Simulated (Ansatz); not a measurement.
BiH

Input

```
crystal:
  lattice:
    - [4.6011822271, 0.0, 0.0]
    - [0.0, 4.2278958314, 0.0]
    - [0.0, 0.0, 4.8123626846]
  atoms:
    - { symbol: Bi, position: [0.75, 0.0, 0.7099873604] }
    - { symbol: Bi, position: [0.25, 0.0, 0.2900126396] }
    - { symbol: H, position: [0.75, 0.5, 0.6893368355] }
    - { symbol: H, position: [0.25, 0.5, 0.3106631645] }
basis:
  ecutwfc: 420
kpoints:
  mp_grid: { grid: [10, 12, 10] }
hamiltonian:
  xc: pbe
scf:
  occupations: { method: gaussian, width: 0.1 }
output:
  forces: true
  stress: true
  eigenvalues: true
  write_density: true
  write_potential: true
  elf: true
  volumetric_format: npy
relax:
  adjacent_minimum: "off"
  f_tol: 0.01
  max_steps: 80
  cell: { stress_tol: 0.05 }
```

Run with:

```sh
ansatz run input.yaml --threads 1 --pin off --max-ram 2560MiB --backend cpu --events-out ev --progress --plain --runs-dir out
```

Below, planes, directions and counts refer to the conventional cell (a = 4.58 Å, b = 4.21 Å, c = 4.86 Å, α = 90.00°, β = 90.00°, γ = 90.00°).

The fields are those of the relaxed geometry.

Space group Pmma; started from the AuCd (B19)_51 prototype, which need not be the ambient phase.

These are results of DFT PBE, scalar-relativistic, plane waves, PAW (Ansatz 0.2.0), not measurements.

The density is the valence pseudo-density of a PAW calculation; it isn't the true density close to the nuclei.

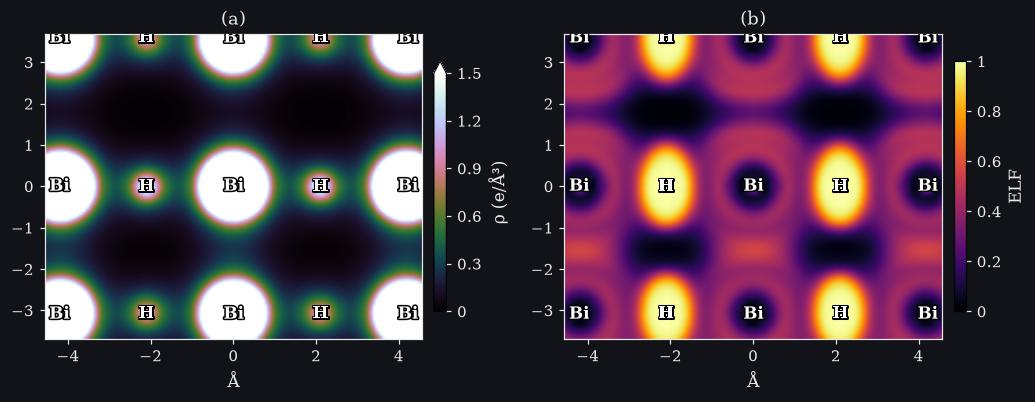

Figure 1. (a) valence charge density (pseudo); (b) ELF on the (101) plane of the conventional cell.

Interpret the plot.

Answer.
- Atoms in the plane: Bi and H.
- Bi–H (2.11 Å): ρ is about 0.59 e/Å³ halfway; the ELF climbs to about 1 towards the hydrogen.
- Bi–Bi (3.10 Å): the density is about 0.28 e/Å³ at the midpoint; the ELF reaches about 0.55 near the midpoint.
- Between the atoms the lowest density in this plane is 0.01 e/Å³.
- The features right at Bi lie inside the PAW spheres, where the map follows smoothed inner orbitals and isn't to be read closely.

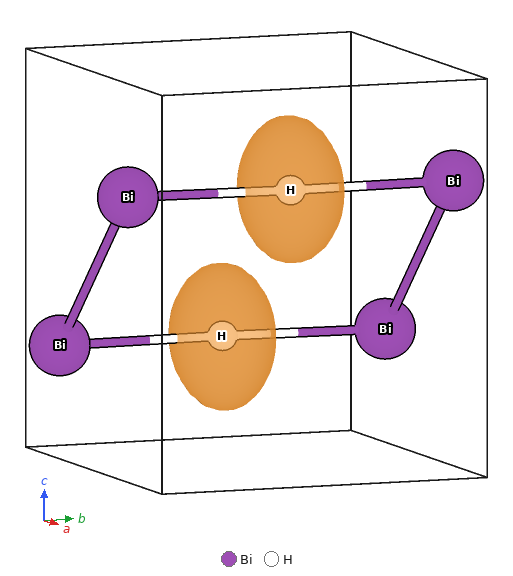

Figure 2. Isosurface of the electron localisation function at 0.75 (orange), seen slightly off an axis. Core shells and regions of very low density are left out. Sticks mark near contacts.

Identify the bonds, lone pairs and shells in this picture.

Answer. At this value the surface marks out two regions around hydrogen nuclei, counted in one cell of 4 atoms. Any copies at cell faces, edges or corners count once.

Does the calculation give a band gap?

Answer. It is metallic or semimetallic at this level of theory: no gap opens.
